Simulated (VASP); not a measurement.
## TaN: single-point calculation at one volume of an equation of state

- system: TaN (Fm-3m, 2 atoms in the cell)
- method: Kohn-Sham DFT of a periodic cell, PBE, VASP PAW PBE potentials, recommended, no spin polarisation (VASP 6.6.1)

The structure derives from an entry of the Crystallography Open Database. Its volume is 0.98 times that of the source entry. It belongs to a series of runs on one base structure; here: volume scaled by 0.98.

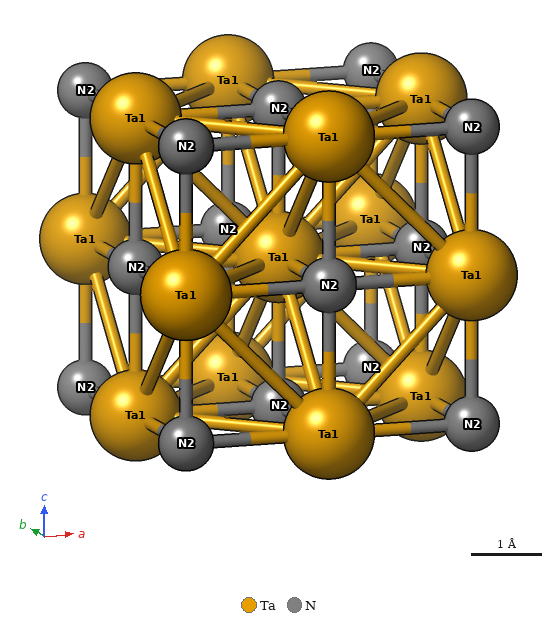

**Figure 1.** The structure (ball-and-stick view of the cell 4 times as large as that of the calculation, set on its symmetry axes, seen slightly off an axis; atoms are numbered from 1 in the order of the input). Near neighbours in the crystal (not all of them lie inside the picture): Ta has 6 N at 2.16 Å and 12 Ta at 3.06 Å; N has 6 Ta at 2.16 Å.

**INCAR**
```
SYSTEM = TaN
PREC     = Accurate       ! precision mode
ENCUT    = 520            ! plane-wave cutoff, eV
EDIFF    = 1E-7           ! SCF threshold, eV
ISMEAR   = -1             ! smearing method
SIGMA    = 0.05           ! smearing width, eV
LREAL    = .False.        ! projectors in reciprocal space
LASPH    = .True.         ! aspherical terms in the spheres
NELM     = 60             ! most SCF steps
ALGO     = Normal         ! electronic algorithm
ISIF     = 2              ! what is computed and relaxed
LWAVE    = .False.        ! write WAVECAR
LCHARG   = .False.        ! write CHGCAR
GGA      = PE             ! functional
NBANDS   = 15             ! bands
```

**KPOINTS**
```
Automatic mesh
0
Gamma
  10 10 10
  0 0 0
```

**POSCAR**
```
TaN
1.0
    0.0000000000      2.1643766995      2.1643766995
    2.1643766995      0.0000000000      2.1643766995
    2.1643766995      2.1643766995      0.0000000000
Ta N
1 1
Direct
    0.5000000000      0.5000000000      0.5000000000
    0.0000000000      0.0000000000      0.0000000000
```

Hardware: 1 thread of Intel Xeon (Sapphire Rapids), 256 GiB of memory available, shared host.

Run as:
```bash
cat potpaw_PBE.64/Ta_pv/POTCAR potpaw_PBE.64/N/POTCAR > POTCAR
mpirun -np 1 vasp_std > vasp.out
```

**OSZICAR**
```
N       E                     dE             d eps       ncg     rms          rms(c)
DAV:   1     0.884098019895E+02    0.88410E+02   -0.88606E+03  1410   0.114E+03
DAV:   2    -0.221808486945E+02   -0.11059E+03   -0.10512E+03  1739   0.307E+02
DAV:   3    -0.247689558217E+02   -0.25881E+01   -0.25711E+01  1585   0.435E+01
DAV:   4    -0.247785004311E+02   -0.95446E-02   -0.95415E-02  1816   0.283E+00
DAV:   5    -0.247785583698E+02   -0.57939E-04   -0.57939E-04  1599   0.197E-01    0.267E+01
DAV:   6    -0.218197478017E+02    0.29588E+01   -0.54522E+00  1643   0.266E+01    0.112E+01
DAV:   7    -0.217811454973E+02    0.38602E-01   -0.54729E-01  1704   0.587E+00    0.762E+00
DAV:   8    -0.217563092336E+02    0.24836E-01   -0.13151E-01  1536   0.303E+00    0.190E+00
DAV:   9    -0.217491771777E+02    0.71321E-02   -0.19409E-02  1585   0.114E+00    0.357E-01
DAV:  10    -0.217491178830E+02    0.59295E-04   -0.13205E-03  1620   0.390E-01    0.799E-02
DAV:  11    -0.217490704415E+02    0.47442E-04   -0.10605E-04  1578   0.112E-01    0.315E-02
DAV:  12    -0.217490692060E+02    0.12355E-05   -0.92352E-06  1613   0.288E-02    0.356E-03
DAV:  13    -0.217490687760E+02    0.42995E-06   -0.40090E-07  1592   0.513E-03    0.295E-03
DAV:  14    -0.217490688105E+02   -0.34464E-07   -0.29323E-08   831   0.159E-03
   1 F= -.21749069E+02 E0= -.21746345E+02  d E =-.544833E-02
```

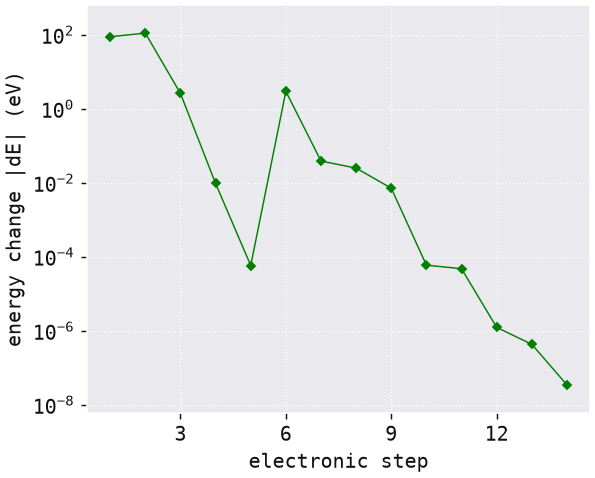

**Figure 2.** Convergence of the self-consistent field: energy change |dE| against the electronic step. It takes 14 electronic steps. The density is held fixed in the first few steps, and dE rises again when its update begins.

**Parts of OUTCAR**
```
SYSTEM = TaN
   PREC = Accurate
   ENCUT = 520
   EDIFF = 1E-7
   ISMEAR = -1
   LREAL = .False.
   LASPH = .True.
   NELM = 60
   ISIF = 2
   GGA = PE

 Found     47 irreducible k-points:

 Following reciprocal coordinates:
            Coordinates               Weight
  0.000000  0.000000  0.000000      1.000000
  0.100000  0.000000  0.000000      8.000000
  0.200000  0.000000  0.000000      8.000000
  0.300000  0.000000  0.000000      8.000000
  0.400000  0.000000  0.000000      8.000000
  0.500000  0.000000  0.000000      4.000000
   k-points           NKPTS =     47   k-points in BZ     NKDIM =     47   number of bands    NBANDS=     15
   number of dos      NEDOS =    301   number of ions     NIONS =      2
   total plane-waves  NPLWV =  13824
   dimension x,y,z NGX =    24 NGY =   24 NGZ =   24
   dimension x,y,z NGXF=    48 NGYF=   48 NGZF=   48
   ions per type =               1   1
   NGX,Y,Z   is equivalent  to a cutoff of  13.04, 13.04, 13.04 a.u.
   NGXF,Y,Z  is equivalent  to a cutoff of  26.07, 26.07, 26.07 a.u.
 SYSTEM =  TaN
   PREC   = accura    normal or accurate (medium, high low for compatibility)
   ISTART =      0    job   : 0-new  1-cont  2-samecut
   ICHARG =      2    charge: 1-file 2-atom 10-const
   ISPIN  =      1    spin polarized calculation?
   LNONCOLLINEAR =      F non collinear calculations
   LSORBIT =      F    spin-orbit coupling
   LASPH  =      T    aspherical Exc in radial PAW
   ENCUT  =  520.0 eV  38.22 Ry    6.18 a.u.   5.69  5.69  5.69*2*pi/ulx,y,z
   NELM   =     60;   NELMIN=  2; NELMDL= -5     # of ELM steps
   EDIFF  = 0.1E-06   stopping-criterion for ELM
   LREAL  =      F    real-space projection
   EDIFFG = 0.1E-05   stopping-criterion for IOM
   NSW    =      0    number of steps for IOM
   IBRION =     -1    ionic relax: 0-MD 1-quasi-New 2-CG
   NFREE  =      0    steps in history (QN), initial steepest desc. (CG)
   ISIF   =      2    stress and relaxation
   ISYM   =      2    0-nonsym 1-usesym 2-fastsym
   POTIM  = 0.5000    time-step for ionic-motion
   TEBEG  =    0.0;   TEEND  =   0.0 temperature during run
   PSTRESS=    0.0 pullay stress
   NELECT =      16.0000    total number of electrons
   NUPDOWN=      -1.0000    fix difference up-down
   EMIN   =  10.00;   EMAX   =-10.00  energy-range for DOS
   EFERMI =   0.00;   METHOD = LEGACY
   ISMEAR =    -1;   SIGMA  =   0.05  broadening in eV -4-tet -1-fermi 0-gaus
   EFERMI_NEDOS =   21; number of points for ismear=-14 and -15
   IALGO  =     38    algorithm
   IMIX   =      4    mixing-type and parameters
     AMIX     =   0.40;   BMIX     =  1.00
     AMIX_MAG =   1.60;   BMIX_MAG =  1.00
  volume/ion in A,a.u.               =      10.14        68.42
  Fermi-wavevector in a.u.,A,eV,Ry     =   1.512767  2.858715 31.136434  2.288463
  Thomas-Fermi vector in A             =   2.622647
   LORBIT       =      0    0 simple, 1 ext, 2 COOP (PROOUT), +10 PAW based schemes
   GGA     = PE    functional components
   LHFCALC =     F    Hartree Fock is set to
   AEXX    =    0.0000 exact exchange contribution
   IVDW    =     0    specifies the selected vdW correction
   LEPSILON=     F    determine dielectric tensor
   LRPA    =     F    only Hartree local field effects (RPA)
 non-spin polarized calculation
  energy-cutoff  :      520.00
  volume of cell :       20.28
 maximum number of plane-waves:       568
   NGX = 11   NGY = 11   NGZ = 11

 number of electron      15.9999998 magnetization

 Free energy of the ion-electron system (eV)
  ---------------------------------------------------
  ext. energy  EPLUGINS =         0.00000000
  ---------------------------------------------------
  free energy    TOTEN  =       -21.74906881 eV

  energy without entropy =      -21.74362049  energy(sigma->0) =      -21.74634465

 E-fermi :  10.1200     XC(G=0): -13.7035     alpha+bet :-16.0971

 val. band max:       10.0115403562   @ k =  -0.2000   0.2000   0.0000
 cond. band min:      10.1578739419   @ k =  -0.3000   0.3000   0.1000
 fundamental gap:      0.1463335857
 Fermi energy:        10.1199807919

 k-point     1 :       0.0000    0.0000    0.0000
  band No.  band energies     occupation
      1     -25.6038      2.00000
      2     -25.6038      2.00000
      3     -25.6038      2.00000
      4      -9.1575      2.00000
      5       6.1405      2.00000
      6       6.1405      2.00000
      7       6.1405      2.00000
      8       7.8471      2.00000
      9       7.8471      2.00000
     10       7.8471      2.00000
     11      10.1630      0.59437
     12      10.1630      0.59437
     13      12.0371      0.00000
     14      19.5157      0.00000
     15      22.5463      0.00000

 k-point     2 :       0.1000    0.0000    0.0000
  band No.  band energies     occupation
      1     -25.7097      2.00000
      2     -25.6131      2.00000
      3     -25.6131      2.00000
      4      -8.8935      2.00000
      5       4.9958      2.00000
      6       5.3422      2.00000
      7       5.3422      2.00000
      8       8.2294      2.00000
      9       8.2294      2.00000
     10       8.3187      2.00000
     11      11.1461      0.00000
     12      11.1461      0.00000
     13      12.7283      0.00000
     14      20.2977      0.00000
     15      22.5460      0.00000

 k-point     3 :       0.2000    0.0000    0.0000
  band No.  band energies     occupation
      1     -25.9770      2.00000
      2     -25.6372      2.00000
      3     -25.6372      2.00000
      4      -8.1769      2.00000
      5       3.1037      2.00000
      6       4.0804      2.00000
      7       4.0804      2.00000
      8       8.9110      2.00000
      9       9.0949      2.00000
     10       9.0949      2.00000
     11      13.1595      0.00000
     12      13.1595      0.00000
     13      14.1842      0.00000
     14      22.1377      0.00000
     15      22.5461      0.00000

 k-point     4 :       0.3000    0.0000    0.0000
  band No.  band energies     occupation
      1     -26.2899      2.00000
      2     -25.6668      2.00000
      3     -25.6668      2.00000
      4      -7.2039      2.00000
      5       1.2987      2.00000
      6       3.0435      2.00000
      7       3.0435      2.00000
      8       9.7799      1.99778
      9      10.3120      0.04208
     10      10.3120      0.04208
     11      15.3447      0.00000
     12      15.3547      0.00000
     13      15.3547      0.00000
     14      22.5179      0.00000
     15      22.9374      0.00000

 k-point     5 :       0.4000    0.0000    0.0000
  band No.  band energies     occupation
      1     -26.5306      2.00000
      2     -25.6906      2.00000
      3     -25.6906      2.00000
      4      -6.2686      2.00000
      5      -0.0997      2.00000
      6       2.3885      2.00000
      7       2.3885      2.00000
      8      11.1002      0.00000
      9      11.5574      0.00000
     10      11.5574      0.00000
     11      15.0852      0.00000
     12      17.2491      0.00000
     13      17.2491      0.00000
     14      22.3368      0.00000
     15      22.6643      0.00000

 k-point     6 :       0.5000    0.0000    0.0000
  band No.  band energies     occupation
      1     -26.6199      2.00000
      2     -25.6996      2.00000
      3     -25.6996      2.00000
      4      -5.8381      2.00000
      5      -0.6768      2.00000
      6       2.1658      2.00000
      7       2.1658      2.00000
      8      12.1416      0.00000
      9      12.1416      0.00000
     10      12.2419      0.00000
     11      14.0769      0.00000
     12      18.1411      0.00000
     13      18.1411      0.00000
     14      22.3525      0.00000
     15      22.6833      0.00000

 [... further k-points ...]

------------------------ aborting loop because EDIFF is reached ----------------------------------------

  FORCE on cell =-STRESS in cart. coord.  units (eV):
  Direction    XX          YY          ZZ          XY          YZ          ZX
  --------------------------------------------------------------------------------------
  -------------------------------------------------------------------------------------
  Total        3.0139417      3.0139417      3.0139417     -0.0000000     -0.0000000      0.0000000
  in kB      238.1315239    238.1315239    238.1315239     -0.0000000     -0.0000000      0.0000000
  external PRESSURE =     238.1315239 kB  Pullay stress =       0.0000000 kB

 VOLUME and BASIS-vectors are now :
 -----------------------------------------------------------------------------
  energy-cutoff  :      520.00
  volume of cell :       20.28
      direct lattice vectors                 reciprocal lattice vectors
     0.000000000  2.164376700  2.164376700    -0.231013391  0.231013391  0.231013391
     2.164376700  0.000000000  2.164376700     0.231013391 -0.231013391  0.231013391
     2.164376700  2.164376700  0.000000000     0.231013391  0.231013391 -0.231013391

 POSITION                                       TOTAL-FORCE (eV/Angst)
 -----------------------------------------------------------------------------------
      2.16438      2.16438      2.16438         0.000000      0.000000      0.000000
      0.00000      0.00000      0.00000        -0.000000     -0.000000     -0.000000
 -----------------------------------------------------------------------------------
    total drift:                                0.000000     -0.000000     -0.000000

  FREE ENERGIE OF THE ION-ELECTRON SYSTEM (eV)
  ---------------------------------------------------
  free  energy   TOTEN  =       -21.7490688105 eV

  energy  without entropy=      -21.7436204851  energy(sigma->0) =      -21.74634465
```

**CONTCAR**
```
TaN
   1.00000000000000
     0.0000000000000000    2.1643766995000000    2.1643766995000000
     2.1643766995000000    0.0000000000000000    2.1643766995000000
     2.1643766995000000    2.1643766995000000    0.0000000000000000
  Ta              N
     1     1
Direct
     0.5000000000000000    0.5000000000000000    0.5000000000000000
     0.0000000000000000    0.0000000000000000    0.0000000000000000

  0.00000000E+00  0.00000000E+00  0.00000000E+00
  0.00000000E+00  0.00000000E+00  0.00000000E+00
```

**Summary**

```tsv
quantity	value
outcome	converged
space group (tolerance 0.01 Å)	Fm-3m (225)
electrons treated	16
free energy	−21.7491 eV
Fermi energy	10.120 eV
gap on the k-point mesh	none (metallic)
pressure	23.81 GPa
largest force (length of the vector)	under 0.001 eV/Å
wall time	8.9 s
peak memory	0.14 GiB
```

**Remarks**

Spin–orbit coupling is left out, which matters for Ta. The cell is under a pressure of 24 GPa at this level, so it is not at its equilibrium volume.
